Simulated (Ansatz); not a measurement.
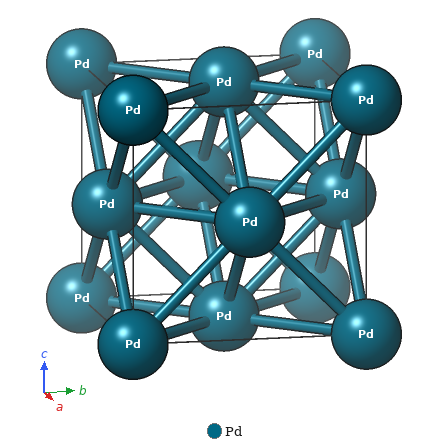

System: Pd, space group Fm-3m (No. 225). The picture shows the conventional cell.

Structure:
```
CELL_PARAMETERS angstrom
0.00000 1.94650 1.94650
1.94650 0.00000 1.94650
1.94650 1.94650 0.00000
ATOMIC_POSITIONS crystal
Pd 0.00000 0.00000 0.00000
```

Method: all-electron LAPW DFT, no spin polarisation; energies at scaled volumes of the given cell, shape and fractions fixed, counted from the fit's minimum, third-order Birch-Murnaghan fit (Ansatz 0.2.0). Level: PBEsol.

| setting | value |
| --- | --- |
| k mesh | 12×12×12 |
| occupations | Fermi–Dirac |
| smearing width | 0.05 eV |
| potentials | all electron LAPW, scalar relativistic |
| program settings | basis error eV/atom 0.0005 |

What does the calculation give for the energy and pressure against volume? The volume takes the values 13.865, 14.160, 14.455, 14.750, 15.045, 15.340, 15.635 Å³/atom.

A third-order Birch–Murnaghan fit gives V0 = 14.53 Å³/atom, B0 = 205 GPa and B′ = 5.6. The energy is 21.58 meV/atom at volume 13.865 Å³/atom and 45.74 meV/atom at 15.635 Å³/atom; the lowest computed point is at volume 14.455 Å³/atom (0.25 meV/atom). The pressure falls from 10.95 GPa at volume 13.865 Å³/atom to −12.24 GPa at 15.635 Å³/atom, and changes sign near 14.53 Å³/atom.

| volume (Å³/atom) | energy (meV/atom) | pressure (GPa) |
| --- | --- | --- |
| 13.865 | 21.58 | 10.95 |
| 14.160 | 6.37 | 5.69 |
| 14.455 | 0.25 | 1.07 |
| 14.750 | 2.07 | −2.96 |
| 15.045 | 10.82 | −6.48 |
| 15.340 | 25.63 | −9.55 |
| 15.635 | 45.74 | −12.24 |

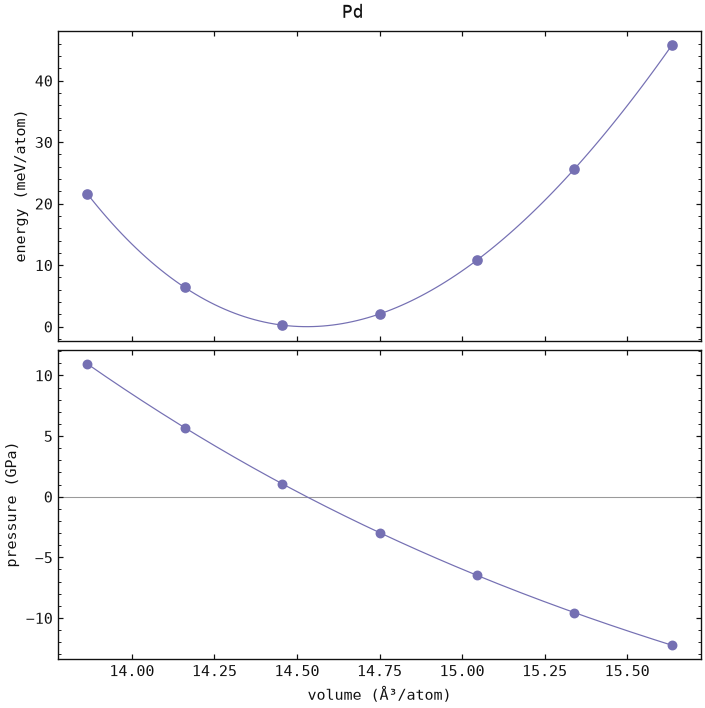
